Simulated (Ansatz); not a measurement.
Input

```
crystal:
  lattice:
    - [4.0254329811, 0.0, 0.0]
    - [-2.0127164905, 3.4861272229, 0.0]
    - [0.0, 0.0, 5.1853219467]
  atoms:
    - { symbol: Si, position: [0.3333333333, 0.6666666667, 0.75] }
    - { symbol: Si, position: [0.6666666667, 0.3333333333, 0.25] }
    - { symbol: Ni, position: [0.0, 0.0, 0.0] }
    - { symbol: Ni, position: [0.0, 0.0, 0.5] }
    - { symbol: Ni, position: [0.3333333333, 0.6666666667, 0.25] }
    - { symbol: Ni, position: [0.6666666667, 0.3333333333, 0.75] }
basis:
  ecutwfc: 420
kpoints:
  mp_grid: { grid: [12, 12, 8] }
hamiltonian:
  xc: pbe
scf:
  occupations: { method: gaussian, width: 0.1 }
output:
  forces: true
  stress: true
  eigenvalues: true
  write_density: true
  write_potential: true
  elf: true
  volumetric_format: npy
relax:
  adjacent_minimum: "off"
  f_tol: 0.01
  max_steps: 30
  cell: { stress_tol: 0.1, fix: [volume] }
```

Launched as:

```sh
ansatz run input.yaml --threads 1 --pin off --max-ram 2560MiB --backend cpu --events-out ev --progress --plain --runs-dir out
```

Below, planes, directions and counts refer to the conventional cell (a = 4.02 Å, b = 4.02 Å, c = 5.21 Å, α = 90.00°, β = 90.00°, γ = 120.00°).

The fields are those of the run's last geometry, not of the input's.

Space group P6₃/mmc; changed on purpose from its base cell (volume × 1.10, shape and atoms relaxed); computed pressure about −15 GPa in this cell; computed without spin polarisation.

Computed with DFT PBE, scalar-relativistic, plane waves, PAW in Ansatz.

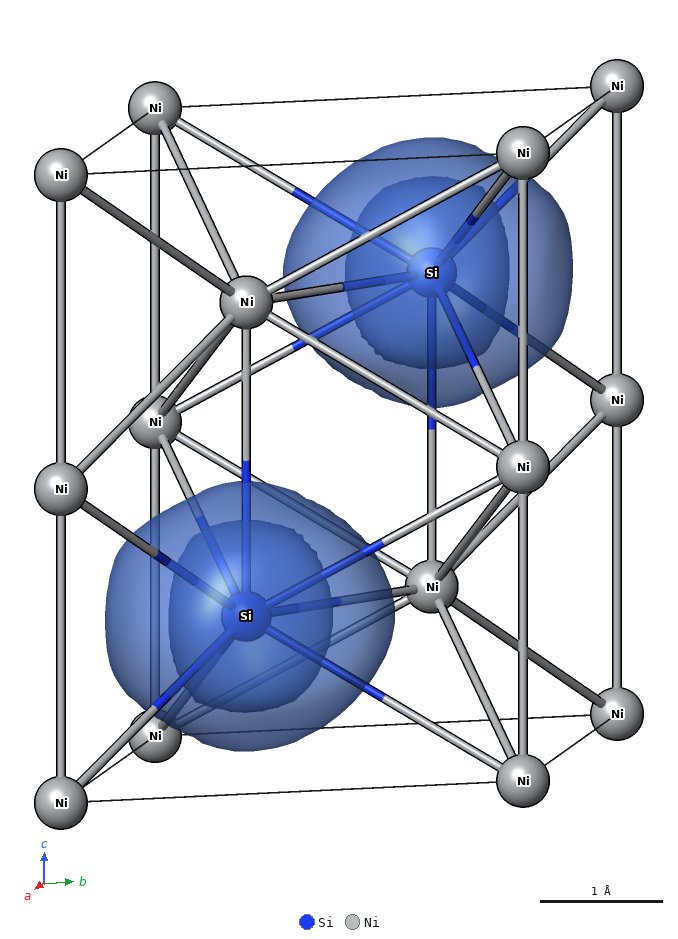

SiNi2. Isosurface of the ELF at 0.55 (blue), seen slightly off an axis. Core shells and regions of very low density are left out. Sticks mark near contacts.

Core electrons are frozen (PAW), and the valence fields are smoothed inside the atomic spheres.

### Describe the localisation domains.

The surface consists of two regions wrapped around Si (the valence shell of each), counted in one cell of 6 atoms. Any copies at cell faces, edges or corners count once. Profiles from the grid: Si–Ni (2.32 Å): the ELF peaks at about 0.75 between the atoms. Ni–Ni (2.61 Å): the ELF is about 0.25 at the midpoint: no shared electron pair shows on this line.
